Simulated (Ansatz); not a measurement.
# CuO: what the fields show

```
CELL_PARAMETERS angstrom
3.06704 0.00000 0.00000
-1.53352 2.65613 0.00000
0.00000 0.00000 17.22679
ATOMIC_POSITIONS crystal
Cu 0.00000 0.00000 0.00000
Cu 0.66667 0.33333 0.33333
Cu 0.33333 0.66667 0.66667
Cu 0.33333 0.66667 0.16667
Cu 0.00000 0.00000 0.50000
Cu 0.66667 0.33333 0.83333
O 0.00000 0.00000 0.10616
O 0.66667 0.33333 0.43950
O 0.33333 0.66667 0.77283
O 0.66667 0.33333 0.22717
O 0.33333 0.66667 0.56050
O 0.00000 0.00000 0.89384
```

Space group R-3m; started from the delafossite prototype, which need not be the ambient phase; computed pressure about −5 GPa in this cell; computed without spin polarisation.

These are results of Ansatz, DFT PBE, scalar-relativistic, plane waves, PAW, not measurements.

The density is the valence pseudo-density of a PAW calculation; it isn't the true density close to the nuclei.

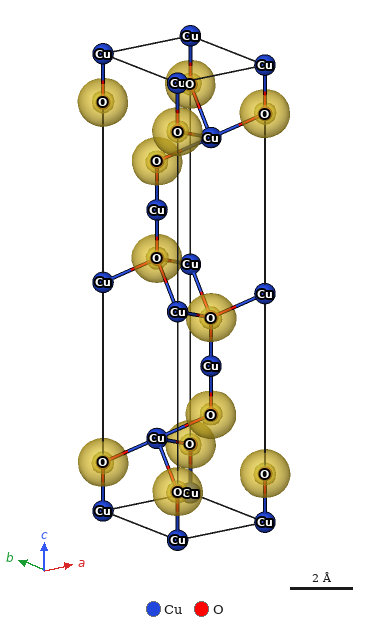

Figure 1. Isosurface of the ELF at 0.7 (yellow), seen at an oblique angle. Core shells and regions of very low density are left out. Sticks mark near contacts.

**Identify the bonds, lone pairs and shells in this picture.**

At this value the surface marks out six regions wrapped around O (the valence shell of each), counted in one cell of 12 atoms. Regions shared between cells count once. Profiles from the grid: Cu–O (1.83 Å): the ELF peaks at about 0.85 in the valence shell of O, 0.6 Å from its nucleus, and is about 0.25 at the midpoint: no localised pair shows between them. Cu–O (2.05 Å): the ELF peaks at about 0.85 in the valence shell of O, 0.6 Å from its nucleus, and is about 0.20 at the midpoint: no localised pair shows between them.

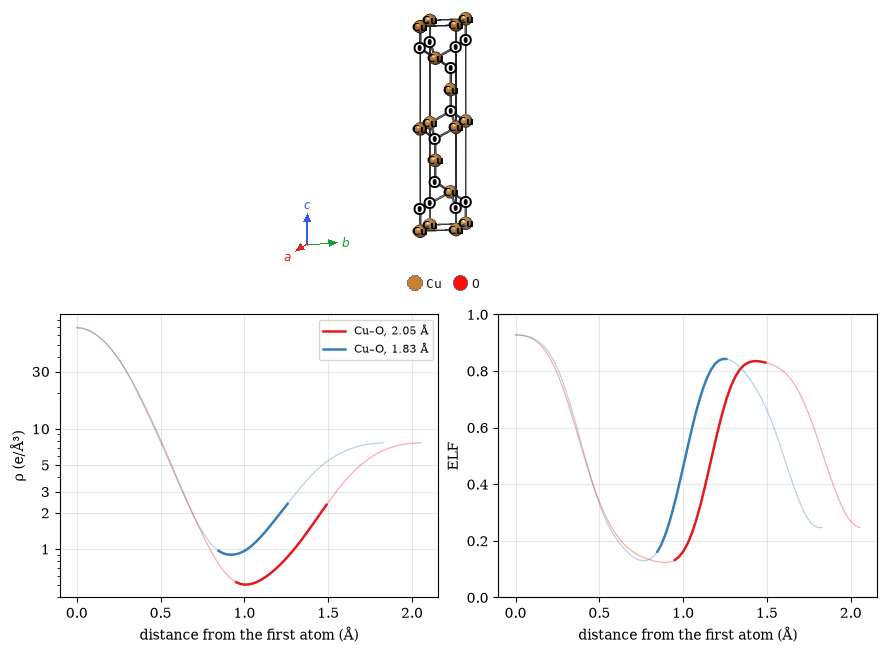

Figure 2. Valence electron density and ELF along straight lines between neighbouring atoms. Thin, pale parts lie inside the atomic spheres. The structure is drawn too.

**Compare the contacts.**

Cu–O (2.05 Å): ρ is about 0.51 e/Å³ halfway; the ELF peaks at about 0.85 in the valence shell of O, 0.6 Å from its nucleus, and is about 0.20 at the midpoint (no shared electron pair shows on this line).
Cu–O (1.83 Å): ρ at the midpoint is about 0.9 e/Å³; the ELF peaks at about 0.85 in the valence shell of O, 0.6 Å from its nucleus, and is about 0.25 at the midpoint: no shared electron pair shows on this line.

**Does the calculation give a band gap?**

It is metallic or semimetallic at this level of theory: no gap opens; semilocal functionals without U, or without the true magnetic order, often close the gap of such compounds.
